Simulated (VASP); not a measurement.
# Band-structure run of TiN (part 2 of 2)

The same run, continued: TiN (2 atoms in the cell); Kohn-Sham DFT of a periodic cell, PBE, VASP PAW PBE potentials, recommended, no spin polarisation (VASP 6.6.1); cutoff 520 eV, 16×16×16 k-mesh, methfessel-paxton of 0.1 eV. The structure derives from an entry of the Crystallography Open Database.

Geometry of the input (Å; fractional positions):
```
0.0000  2.1029  2.1029
2.1029  0.0000  2.1029
2.1029  2.1029  0.0000
Ti 0.0000  0.0000  0.0000
N  0.5000  0.5000  0.5000
```

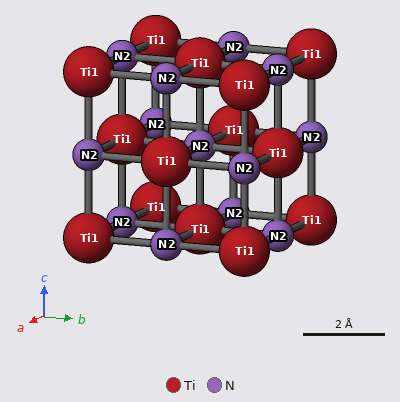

**Figure 1.** The input geometry (ball-and-stick view of the cell 4 times as large as that of the calculation, set on its symmetry axes, seen slightly off an axis; atoms are numbered from 1 in the order of the input).

**Parts of OUTCAR, continued**
```
 Routine SETGRP: Setting up the symmetry group for a
 face centered cubic supercell.

 Subroutine GETGRP returns: Found 48 space group operations
 (whereof 48 operations were pure point group operations)
 out of a pool of 48 trial point group operations.

The static configuration has the point symmetry O_h .

Analysis of symmetry for dynamics (positions and initial velocities):
=====================================================================
 Subroutine PRICEL returns:
 Original cell was already a primitive cell.

 Routine SETGRP: Setting up the symmetry group for a
 face centered cubic supercell.

 Subroutine GETGRP returns: Found 48 space group operations
 (whereof 48 operations were pure point group operations)
 out of a pool of 48 trial point group operations.

The dynamic configuration has the point symmetry O_h .

 Subroutine INISYM returns: Found 48 space group operations
 (whereof 48 operations are pure point group operations),
 and found     1 'primitive' translations

----------------------------------------------------------------------------------------

                                     Primitive cell

  volume of cell :      18.5998

  direct lattice vectors                    reciprocal lattice vectors
     0.000000000  2.102935476  2.102935476    -0.237762882  0.237762882  0.237762882
     2.102935476  0.000000000  2.102935476     0.237762882 -0.237762882  0.237762882
     2.102935476  2.102935476  0.000000000     0.237762882  0.237762882 -0.237762882

  length of vectors
     2.973999871  2.973999871  2.973999871     0.411817392  0.411817392  0.411817392

  position of ions in fractional coordinates (direct lattice)
     0.000000000  0.000000000  0.000000000
     0.500000000  0.500000000  0.500000000

  ion indices of the primitive-cell ions
   primitive index   ion index
                 1           1
                 2           2

----------------------------------------------------------------------------------------

 KPOINTS: Automatic mesh

Automatic generation of k-mesh.
 Grid dimensions read from file:
 generate k-points for:   16   16   16

 Generating k-lattice:

  Cartesian coordinates                     Fractional coordinates (reciprocal lattice)
    -0.014860180  0.014860180  0.014860180     0.062500000  0.000000000  0.000000000
     0.014860180 -0.014860180  0.014860180     0.000000000  0.062500000  0.000000000
     0.014860180  0.014860180 -0.014860180     0.000000000  0.000000000  0.062500000

  Length of vectors
     0.025738587  0.025738587  0.025738587

  Shift w.r.t. Gamma in fractional coordinates (k-lattice)
     0.000000000  0.000000000  0.000000000

 Subroutine IBZKPT returns following result:
 ===========================================

 Found    145 irreducible k-points:

 Following reciprocal coordinates:
            Coordinates               Weight
  0.000000  0.000000  0.000000      1.000000
  0.062500  0.000000  0.000000      8.000000
  0.125000  0.000000  0.000000      8.000000
  0.187500  0.000000  0.000000      8.000000
  0.250000  0.000000  0.000000      8.000000
  0.312500  0.000000  0.000000      8.000000
  0.375000  0.000000  0.000000      8.000000
  0.437500  0.000000  0.000000      8.000000
  0.500000  0.000000  0.000000      4.000000
  0.062500  0.062500  0.000000      6.000000
  0.125000  0.062500  0.000000     24.000000
  0.187500  0.062500  0.000000     24.000000
  0.250000  0.062500  0.000000     24.000000
  0.312500  0.062500  0.000000     24.000000
  0.375000  0.062500  0.000000     24.000000
  0.437500  0.062500  0.000000     24.000000
  0.500000  0.062500  0.000000     24.000000
 -0.437500  0.062500  0.000000     24.000000
 -0.375000  0.062500  0.000000     24.000000
 -0.312500  0.062500  0.000000     24.000000
 -0.250000  0.062500  0.000000     24.000000
 -0.187500  0.062500  0.000000     24.000000
 -0.125000  0.062500  0.000000     24.000000
 -0.062500  0.062500  0.000000     12.000000
 [... further k-points ...]
   k-points           NKPTS =    145   k-points in BZ     NKDIM =    145   number of bands    NBANDS=     16
   number of dos      NEDOS =    301   number of ions     NIONS =      2
   total plane-waves  NPLWV =  13824
   dimension x,y,z NGX =    24 NGY =   24 NGZ =   24
   dimension x,y,z NGXF=    48 NGYF=   48 NGZF=   48
   ions per type =               1   1
   NGX,Y,Z   is equivalent  to a cutoff of  13.42, 13.42, 13.42 a.u.
   NGXF,Y,Z  is equivalent  to a cutoff of  26.83, 26.83, 26.83 a.u.
 SYSTEM =  unknown system
   PREC   = accura    normal or accurate (medium, high low for compatibility)
   ISTART =      0    job   : 0-new  1-cont  2-samecut
   ICHARG =      2    charge: 1-file 2-atom 10-const
   ISPIN  =      1    spin polarized calculation?
   LNONCOLLINEAR =      F non collinear calculations
   LSORBIT =      F    spin-orbit coupling
   LASPH  =      T    aspherical Exc in radial PAW
   ENCUT  =  520.0 eV  38.22 Ry    6.18 a.u.   5.53  5.53  5.53*2*pi/ulx,y,z
   NELM   =     80;   NELMIN=  2; NELMDL= -5     # of ELM steps
   EDIFF  = 0.1E-05   stopping-criterion for ELM
   LREAL  =      F    real-space projection
   EDIFFG = 0.1E-04   stopping-criterion for IOM
   NSW    =      0    number of steps for IOM
   IBRION =     -1    ionic relax: 0-MD 1-quasi-New 2-CG
   NFREE  =      0    steps in history (QN), initial steepest desc. (CG)
   ISIF   =      2    stress and relaxation
   ISYM   =      2    0-nonsym 1-usesym 2-fastsym
   POTIM  = 0.5000    time-step for ionic-motion
   TEBEG  =    0.0;   TEEND  =   0.0 temperature during run
   PSTRESS=    0.0 pullay stress
   NELECT =      17.0000    total number of electrons
   NUPDOWN=      -1.0000    fix difference up-down
   EMIN   =  10.00;   EMAX   =-10.00  energy-range for DOS
   EFERMI =   0.00;   METHOD = LEGACY
   ISMEAR =     1;   SIGMA  =   0.10  broadening in eV -4-tet -1-fermi 0-gaus
   EFERMI_NEDOS =   21; number of points for ismear=-14 and -15
   IALGO  =     38    algorithm
   IMIX   =      4    mixing-type and parameters
     AMIX     =   0.40;   BMIX     =  1.00
     AMIX_MAG =   1.60;   BMIX_MAG =  1.00
  volume/ion in A,a.u.               =       9.30        62.76
  Fermi-wavevector in a.u.,A,eV,Ry     =   1.588749  3.002300 34.342768  2.524122
  Thomas-Fermi vector in A             =   2.687704
   LORBIT       =      0    0 simple, 1 ext, 2 COOP (PROOUT), +10 PAW based schemes
   GGA     = PE    functional components
   LHFCALC =     F    Hartree Fock is set to
   AEXX    =    0.0000 exact exchange contribution
   IVDW    =     0    specifies the selected vdW correction
   LEPSILON=     F    determine dielectric tensor
   LRPA    =     F    only Hartree local field effects (RPA)
 non-spin polarized calculation
 Methfessel and Paxton  Order N= 1 SIGMA  =   0.10
  energy-cutoff  :      520.00
  volume of cell :       18.60
 maximum number of plane-waves:       531
 NGX is ok and might be reduce to    24
   NGX = 11   NGY = 11   NGZ = 11

 number of electron      16.9999998 magnetization

 Free energy of the ion-electron system (eV)
  ---------------------------------------------------
  ext. energy  EPLUGINS =         0.00000000
  ---------------------------------------------------
  free energy    TOTEN  =       -19.62007944 eV

  energy without entropy =      -19.61869857  energy(sigma->0) =      -19.61961915

 E-fermi :  11.8114     XC(G=0): -13.1615     alpha+bet :-19.7743

 val. band max:       11.8110399873   @ k =   0.3750   0.1250   0.0000
 cond. band min:      11.8150779184   @ k =  -0.1875   0.0625   0.0000
 fundamental gap:      0.0040379311
 Fermi energy:        11.8113640450

 k-point     1 :       0.0000    0.0000    0.0000
  band No.  band energies     occupation
      1     -46.0386      2.00000
      2     -21.9986      2.00000
      3     -21.9986      2.00000
      4     -21.9986      2.00000
      5      -5.4626      2.00000
      6       9.7194      2.00000
      7       9.7194      2.00000
      8       9.7194      2.00000
      9      11.1592      2.00000
     10      11.1592      2.00000
     11      11.1592      2.00000
     12      12.3976     -0.00000
     13      12.3976     -0.00000
     14      17.4971      0.00000
     15      25.0494      0.00000
     16      31.8904      0.00000

 k-point     2 :       0.0625    0.0000    0.0000
  band No.  band energies     occupation
      1     -46.0345      2.00000
      2     -22.0270      2.00000
      3     -22.0009      2.00000
      4     -22.0009      2.00000
      5      -5.3829      2.00000
      6       9.2613      2.00000
      7       9.3742      2.00000
      8       9.3742      2.00000
      9      11.2797      2.00000
     10      11.2797      2.00000
     11      11.3997      2.00000
     12      12.7549     -0.00000
     13      12.7549     -0.00000
     14      17.7073      0.00000
     15      25.1203      0.00000
     16      31.7843      0.00000

 k-point     3 :       0.1250    0.0000    0.0000
  band No.  band energies     occupation
      1     -46.0229      2.00000
      2     -22.1071      2.00000
      3     -22.0075      2.00000
      4     -22.0075      2.00000
      5      -5.1516      2.00000
      6       8.3204      2.00000
      7       8.6962      2.00000
      8       8.6962      2.00000
      9      11.5304      2.00052
     10      11.5304      2.00052
     11      11.7754      1.56789
     12      13.5677     -0.00000
     13      13.5677     -0.00000
     14      18.2508      0.00000
     15      25.2195      0.00000
     16      31.4115      0.00000

 k-point     4 :       0.1875    0.0000    0.0000
  band No.  band energies     occupation
      1     -46.0054      2.00000
      2     -22.2252      2.00000
      3     -22.0173      2.00000
      4     -22.0173      2.00000
      5      -4.7914      2.00000
      6       7.2379      2.00000
      7       7.9953      2.00000
      8       7.9953      2.00000
      9      11.8734      0.14216
     10      11.8734      0.14216
     11      12.1364     -0.00004
     12      14.5270      0.00000
     13      14.5270      0.00000
     14      18.9108      0.00000
     15      25.1342      0.00000
     16      30.6783      0.00000

 k-point     5 :       0.2500    0.0000    0.0000
  band No.  band energies     occupation
      1     -45.9847      2.00000
      2     -22.3615      2.00000
      3     -22.0288      2.00000
      4     -22.0288      2.00000
      5      -4.3387      2.00000
      6       6.1525      2.00000
      7       7.3707      2.00000
      8       7.3707      2.00000
      9      12.2908     -0.00000
     10      12.2908     -0.00000
     11      12.5284     -0.00000
     12      15.4878      0.00000
     13      15.4878      0.00000
     14      19.3924      0.00000
     15      24.9155      0.00000
     16      29.6425      0.00000

 [... the levels of 18 k-points are left out ...]

 k-point    24 :      -0.0625    0.0625    0.0000
  band No.  band energies     occupation
      1     -46.0279      2.00000
      2     -22.0663      2.00000
      3     -22.0159      2.00000
      4     -21.9996      2.00000
      5      -5.2541      2.00000
      6       8.6261      2.00000
      7       8.8494      2.00000
      8       9.1730      2.00000
      9      11.2800      2.00000
     10      11.5788      2.00487
     11      11.6953      2.06952
     12      12.8510     -0.00000
     13      13.5140     -0.00000
     14      18.0386      0.00000
     15      25.2077      0.00000
     16      31.1692      0.00000

 [... further k-points ...]

------------------------ aborting loop because EDIFF is reached ----------------------------------------

  FORCE on cell =-STRESS in cart. coord.  units (eV):
  Direction    XX          YY          ZZ          XY          YZ          ZX
  --------------------------------------------------------------------------------------
  -------------------------------------------------------------------------------------
  Total        1.0576107      1.0576107      1.0576107      0.0000000      0.0000000      0.0000000
  in kB       91.1021414     91.1021414     91.1021414      0.0000000      0.0000000      0.0000000
  external PRESSURE =      91.1021414 kB  Pullay stress =       0.0000000 kB

 VOLUME and BASIS-vectors are now :
 -----------------------------------------------------------------------------
  energy-cutoff  :      520.00
  volume of cell :       18.60
      direct lattice vectors                 reciprocal lattice vectors
     0.000000000  2.102935476  2.102935476    -0.237762882  0.237762882  0.237762882
     2.102935476  0.000000000  2.102935476     0.237762882 -0.237762882  0.237762882
     2.102935476  2.102935476  0.000000000     0.237762882  0.237762882 -0.237762882

 POSITION                                       TOTAL-FORCE (eV/Angst)
 -----------------------------------------------------------------------------------
      0.00000      0.00000      0.00000         0.000000      0.000000      0.000000
      2.10294      2.10294      2.10294        -0.000000     -0.000000      0.000000
 -----------------------------------------------------------------------------------
    total drift:                                0.000000     -0.000000     -0.000000

  FREE ENERGIE OF THE ION-ELECTRON SYSTEM (eV)
  ---------------------------------------------------
  free  energy   TOTEN  =       -19.6200794406 eV

  energy  without entropy=      -19.6186985705  energy(sigma->0) =      -19.61961915
```

**CONTCAR**
```
TiN
   1.00000000000000
     0.0000000000000000    2.1029354760999999    2.1029354760999999
     2.1029354760999999    0.0000000000000000    2.1029354760999999
     2.1029354760999999    2.1029354760999999    0.0000000000000000
  Ti              N
     1     1
Direct
     0.0000000000000000    0.0000000000000000    0.0000000000000000
     0.5000000000000000    0.5000000000000000    0.5000000000000000

  0.00000000E+00  0.00000000E+00  0.00000000E+00
  0.00000000E+00  0.00000000E+00  0.00000000E+00
```
